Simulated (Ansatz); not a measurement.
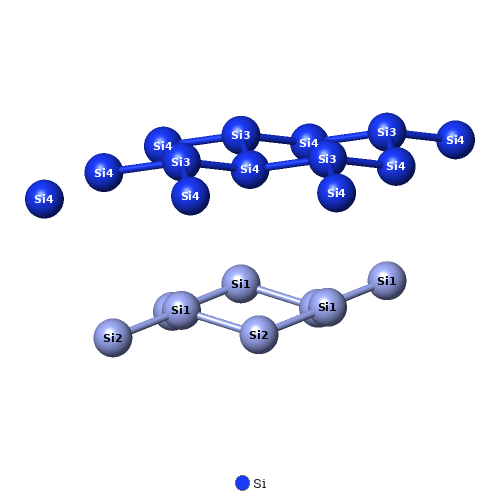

The system is a bilayer of two Si sheets of the honeycomb type, the upper one turned by 180 degrees about the normal (4 atoms in the cell); the picture shows the reference structure; the lower layer is drawn fainter. The upper layer of a bilayer is slid along a line and lifted, both layers rigid. The first coordinate is: slide of the upper layer along the long diagonal of the hexagonal surface cell, from Si4 above Si1; the second: distance between the facing planes of atoms. The scan uses a 9 × 6 grid; 30 points were computed and 24 follow by symmetry. Points are written as (first, second). Energies are in meV/Å², from the lowest grid point. Method: DFT PBE+D3(BJ), scalar-relativistic, plane waves, PAW (Ansatz 0.2.0). Settings: cutoff 420 eV, k-mesh 9×9×1, gaussian smearing 0.1 eV, no spin polarisation.

Its coordinates:

```
CELL_PARAMETERS angstrom
3.84753 0.00000 0.00000
-1.92376 3.33205 0.00000
0.00000 0.00000 18.44160
ATOMIC_POSITIONS crystal
Si 0.33333 0.66667 0.26954
Si 0.66667 0.33333 0.24401
Si 0.33333 0.66667 0.48486
Si 0.00000 0.00000 0.45933
```

Range: slide of the upper layer along the long diagonal of the hexagonal surface cell from 0.00 to 5.92 Å; distance between the facing planes of atoms from 3.50 to 5.30 Å.

Predict the map.

The lowest grid point is at (2.22 Å, 3.50 Å). It lies at the edge of the scanned range, so the true minimum may lie outside. The highest grid point, (2.22 Å, 5.30 Å), lies 21.3 meV/Å² above the lowest.

| second ↓, first → | 0.00 | 0.74 | 1.48 | 2.22 | 2.96 | 3.70 | 4.44 | 5.18 | 5.92 |
| --- | --- | --- | --- | --- | --- | --- | --- | --- | --- |
| 5.30 | 21.2 | 21.2 | 21.3 | 21.3 | 21.3 | 21.3 | 21.3 | 21.3 | 21.2 |
| 4.70 | 17.2 | 17.2 | 17.3 | 17.3 | 17.3 | 17.3 | 17.3 | 17.3 | 17.2 |
| 4.30 | 13.3 | 13.2 | 13.1 | 13.1 | 13.1 | 13.1 | 13.1 | 13.1 | 13.2 |
| 4.02 | 10.1 | 9.7 | 9.2 | 9.2 | 9.2 | 9.2 | 9.2 | 9.2 | 9.7 |
| 3.77 | 7.4 | 6.2 | 5.1 | 5.1 | 5.2 | 5.2 | 5.1 | 5.1 | 6.2 |
| 3.50 | 5.0 | 2.2 | 0.2 | 0.0 | 0.3 | 0.3 | 0.0 | 0.2 | 2.2 |

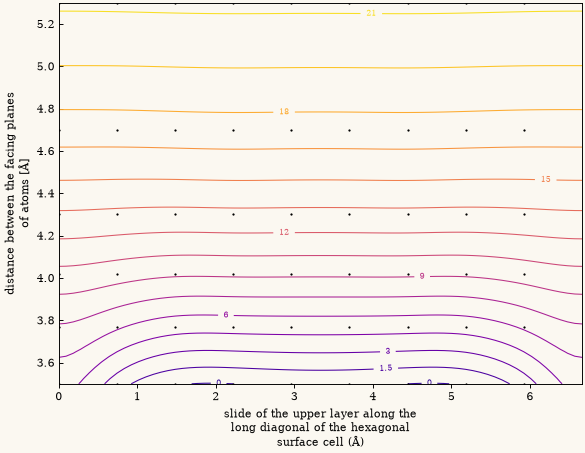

The picture shows contour lines labelled in meV/Å², dots at the grid points. Between grid points the surface is interpolated.

Time for the 30 points that were run: 5.6 min on 1 thread of Arm Neoverse N1, with other jobs on the host.

PAW datasets: the set soft_1.
